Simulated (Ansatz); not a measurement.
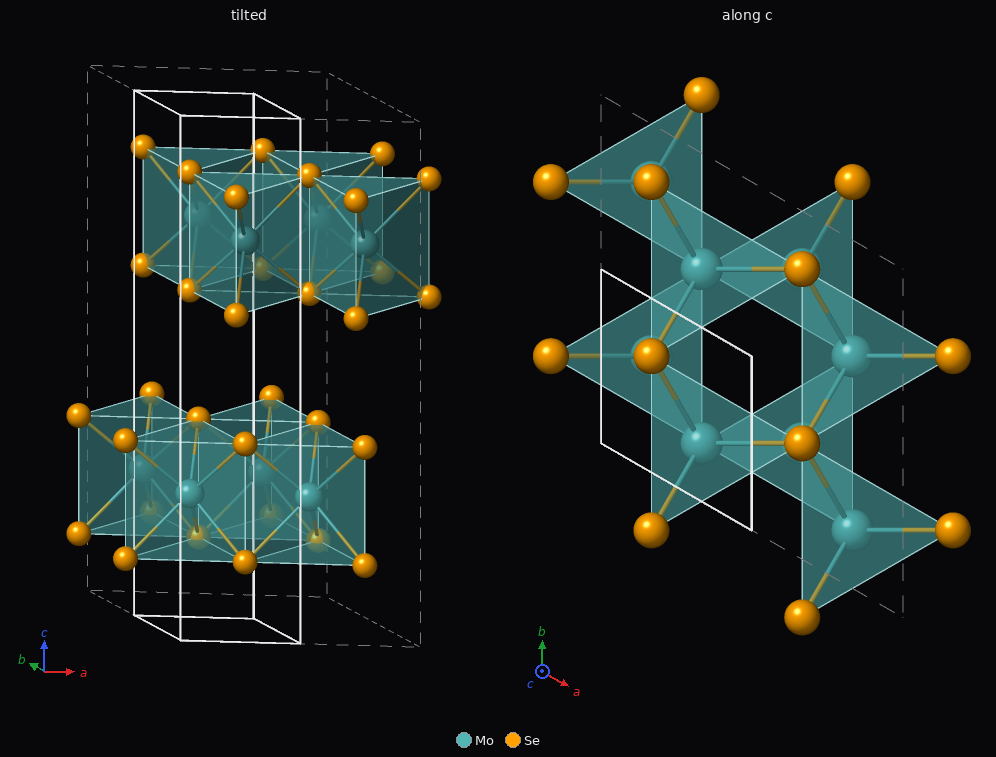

Shown here is a polyhedral view of the crystal, taken slightly off an axis and along the c axis. The solid frame is a single conventional unit cell within a 2×2×1 block. A few atoms beyond the faces are included.

MoSe2, space group P6_3/mmc (No. 194), a = 3.32 Å, b = 3.32 Å, c = 14.83 Å, α = 90.00°, β = 90.00°, γ = 120.00°.

The numbers come from DFT PBE, scalar-relativistic, plane waves, PAW (Ansatz 0.2.0), using wavefunction cutoff 420 eV, Brillouin-zone sampling on a 9×9×2 mesh, Gaussian smearing of 0.02 eV, no spin polarisation.

> What is the electronic character?

A semiconductor at this level, with a gap of 1.42 eV on the k-mesh (the true edges may lie between mesh points, so the gap can be somewhat smaller).

Provenance: a structure listed in the Materials Project. The geometry was optimised with DFT PBE, scalar-relativistic, plane waves, PAW (Ansatz).
